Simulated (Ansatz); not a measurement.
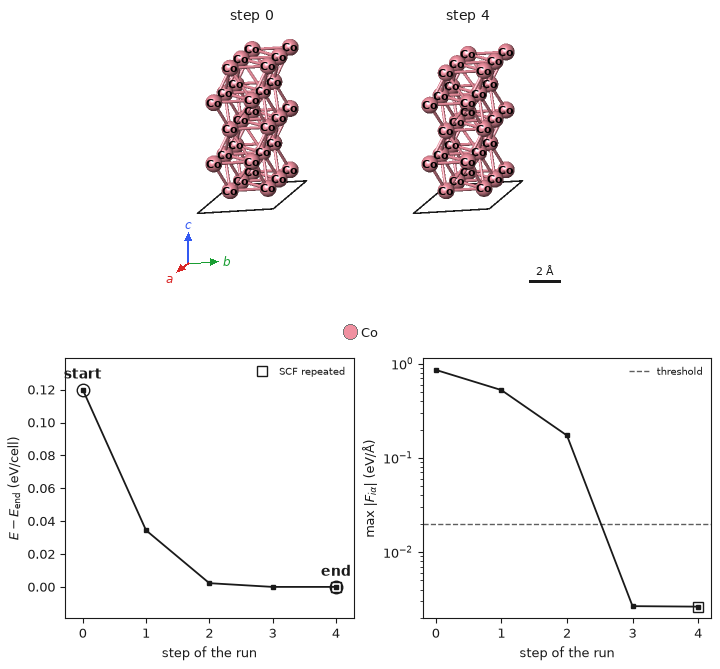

First and last geometry of a constrained relaxation of a slab of composition Co, with the history of the run. A ball-and-stick model of the 3 × 2 repeat of the cell, outlined in the plane, without the vacuum, seen slightly off an axis.

The slab is the (0 0 1) face of Co. The run lets the atoms move in a fixed cell, from this start: the (0 0 1) slab of Co, cut from the database cell, not relaxed. 2 atoms are held fixed.

Computed with Kohn-Sham DFT of a periodic cell, PBEsol, Ansatz PAW in Ansatz.

Input file:
```yaml
crystal:
  lattice:
    - [2.5190008694, 0.0, 0.0]
    - [-1.2595004347, 2.1815187451, 0.0]
    - [0.0, 0.0, 23.182]
  atoms:
    - { symbol: Co, position: [0.3333333333, 0.6666666666, 0.3235268743], spin: 2.0 }
    - { symbol: Co, position: [0.6666666667, 0.3333333334, 0.4117634371], spin: 2.0 }
    - { symbol: Co, position: [0.3333333333, 0.6666666666, 0.5], spin: 2.0 }
    - { symbol: Co, position: [0.6666666667, 0.3333333334, 0.5882365629], spin: 2.0 }
    - { symbol: Co, position: [0.3333333333, 0.6666666666, 0.6764731257], spin: 2.0 }
hamiltonian:
  xc: pbesol
  pseudopotentials: { kind: paw }
magnetization:
  spin_polarized: true
kpoints:
  mp_grid: { grid: [12, 12, 1] }
scf:
  occupations: { method: fermi_dirac, width: 0.05 }
output:
  forces: true
  eigenvalues: true
relax:
  f_tol: 0.02
  max_steps: 40
  constraints: [{ sites: [0, 1] }]
efield:
  axis: 3
  dipole_correction: true
  ramp_width: 0.04
```

Command:
```bash
ansatz run input.yaml --threads 4 --pin off --max-ram 11264MiB --backend cpu --events-out ev --progress --plain --runs-dir out
```

Q: Did the run converge, and what did it change?

A: It converged. Over 3 accepted moves (4 points after the start) the energy falls by 0.120 eV per cell of the calculation. The largest force component goes from 0.86 to 0.0026 eV/Å. 1 step only repeated the SCF at the same geometry. The atom that moves furthest is a Co atom (0.32 Å along the normal (−c)). The cell doesn't change. Among the contacts that change: Co–Co 2.510 → 2.388 Å, Co–Co 2.510 → 2.431 Å, Co–Co 2.510 → 2.454 Å.

Limits of the set-up: only the magnetic order of this start and cell was tried (total moment 8.5 μB per cell).
